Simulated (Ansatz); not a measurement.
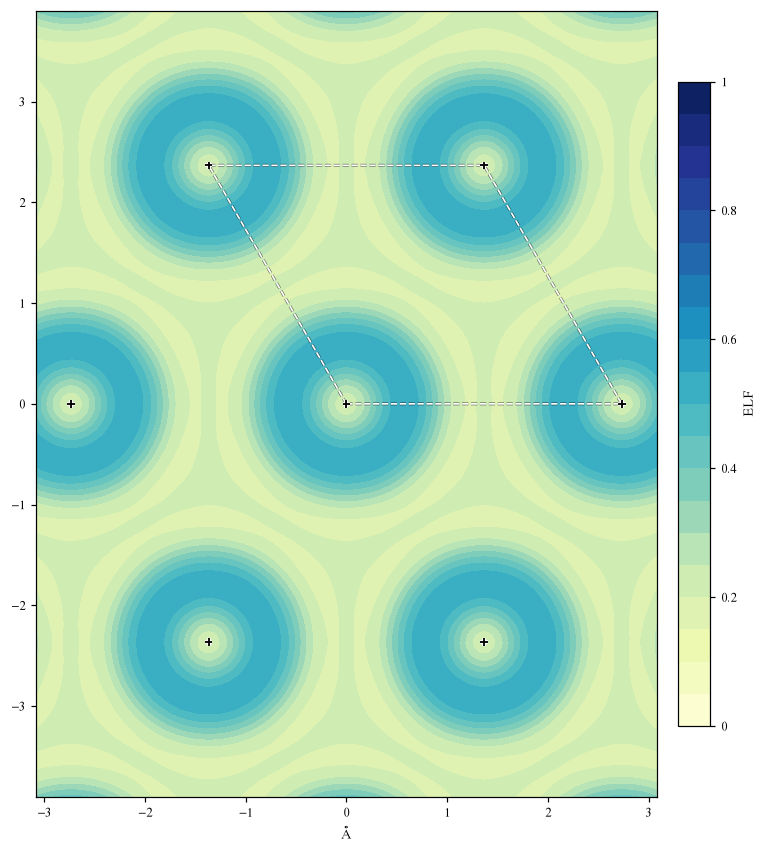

The electron localisation function on a plane through atoms (crosses mark nuclei in the plane).

Level of theory: DFT, RPBE, plane waves (420 eV) with PAW, scalar-relativistic (Ansatz 0.2.0).

Candidates:
A. Fe, a = 4.97 Å, b = 4.97 Å, c = 4.97 Å, α = 90.00°, β = 90.00°, γ = 90.00°. Space group Pm-3m; set up as Fe, simple cubic; a generated structure, not necessarily the stable one; changed on purpose from its base cell (volume × 1.08); computed pressure about −6 GPa in this cell; spin-polarised.
B. Pd, a = 2.73 Å, b = 2.73 Å, c = 9.01 Å, α = 90.00°, β = 90.00°, γ = 120.00°. Space group P6₃/mmc; set up as Pd, dhcp; a generated structure, not necessarily the stable one; changed on purpose from its base cell (volume × 0.92); computed pressure about 15 GPa in this cell.

Question: Which candidate gave the map?

Answer: Candidate B: Pd on the (001) plane of the conventional cell, which holds Pd. Pd–Pd (2.73 Å): the ELF is about 0.20 at the midpoint (no localised pair shows between them).
